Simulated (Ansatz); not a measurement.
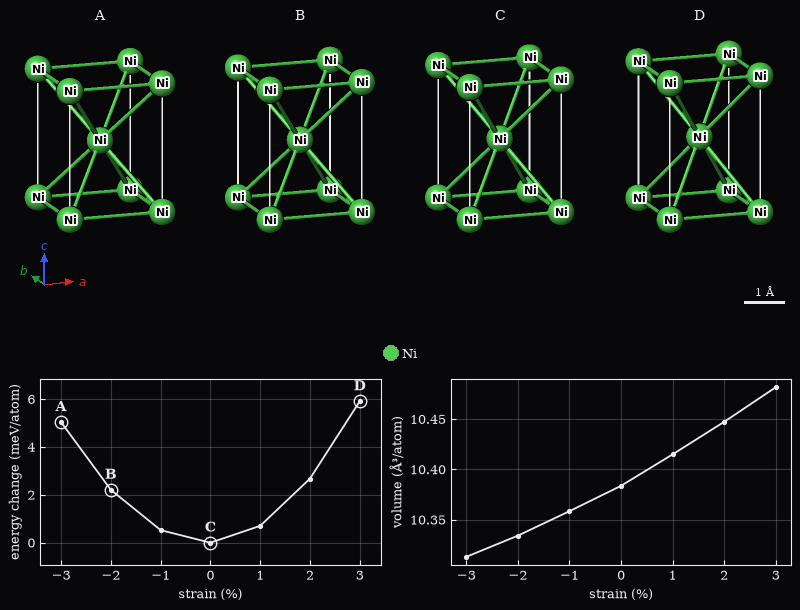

Members of a series of calculations on a crystal of Ni (set up in Fm-3m), marked on the first curve. Style: ball-and-stick. Shown: the cell of the calculation, slightly off an axis.

Theory: DFT PBEsol, scalar-relativistic, plane waves, PAW (Ansatz 0.2.0). (plane-wave cutoff 420 eV; k-point mesh 22 × 22 × 16; occupations gaussian; smearing width 0.1 eV; collinear spin)

**Which kind of strain is it, and how does the structure respond?**

Uniaxial strain along c; a, b and atoms relaxed. A (strain −3.0 %): energy change 5.0 meV/atom, volume 10.31 Å³ per atom. B (strain −2.0 %): energy change 2.2 meV/atom, volume 10.33 Å³ per atom. C (strain 0.0 %): energy change 0.0 meV/atom, volume 10.38 Å³ per atom. D (strain 3.0 %): energy change 5.9 meV/atom, volume 10.48 Å³ per atom. The rest compares A with D. The volume changes by +1.6 %, with a = b 2.478 → 2.424 Å (−2.2 %), c 3.359 → 3.567 Å (+6.2 %). Some distances before and after: Ni–Ni 2.478 → 2.424 Å, Ni–Ni 2.427 → 2.474 Å.
